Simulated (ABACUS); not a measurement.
**InP: density, localisation and related maps**

```
In P
1.0
     5.86100    0.00000    0.00000
     0.00000    0.00000   -5.86100
     0.00000    5.86100    0.00000
In P
4 4
Direct
  0.50000 0.50000 0.00000
  0.00000 0.50000 0.50000
  0.00000 0.00000 0.00000
  0.50000 0.00000 0.50000
  0.75000 0.75000 0.25000
  0.25000 0.75000 0.75000
  0.25000 0.25000 0.25000
  0.75000 0.25000 0.75000
```

Space group F-43m; computed pressure about 2 GPa in this cell.

Method: ABACUS, Kohn-Sham DFT of a periodic cell, M06-L, SG15 ONCV 1.2 PBE.

In a pseudopotential calculation such maps are meaningful between the atoms, not at the nuclei.

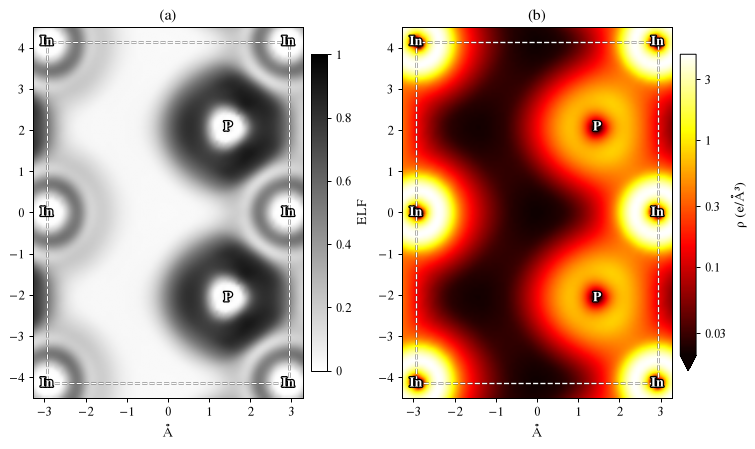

Figure 1. (a) electron localisation function; (b) valence pseudo-density on the (110) plane of the conventional cell.

Question: Describe what can be read from this map.

Answer:
- Atoms in the plane: In and P.
- In–P (2.54 Å): the density is about 0.45 e/Å³ at the midpoint; the ELF peaks at about 0.90 in the valence shell of P, 0.8 Å from its nucleus, and is about 0.55 at the midpoint.
- Between the atoms the lowest density in this plane is 0.02 e/Å³.

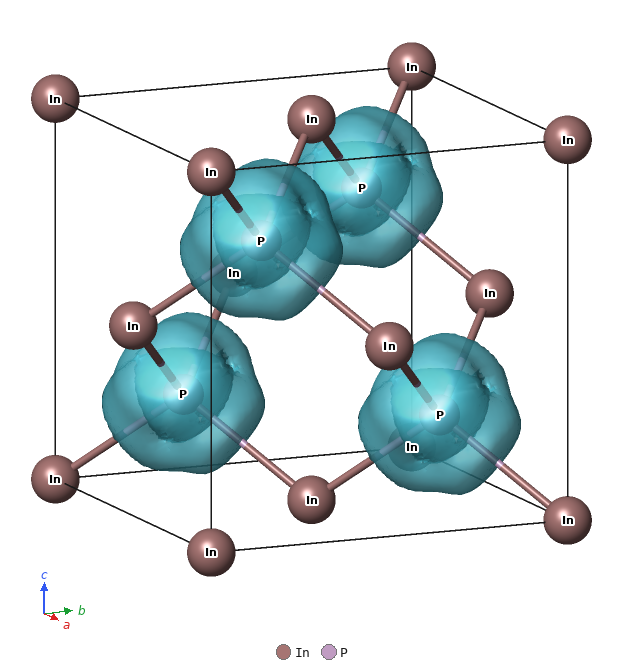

Figure 2. Isosurface of the electron localisation function at 0.75 (cyan), seen slightly off an axis. Only the valence region is drawn (cores and ρ < 0.01 e/Å³ removed). Sticks mark near contacts.

Question: Where are the electrons localised?

Answer: The surface consists of four regions wrapped around P (the valence shell of each), counted in one cell of 8 atoms. Any copies at cell faces, edges or corners count once.

Question: Does the calculation give a band gap?

Answer: It is gapped, with a Kohn–Sham gap of 0.82 eV on the k-point mesh (the band edges may lie off the mesh, which would make the gap smaller).
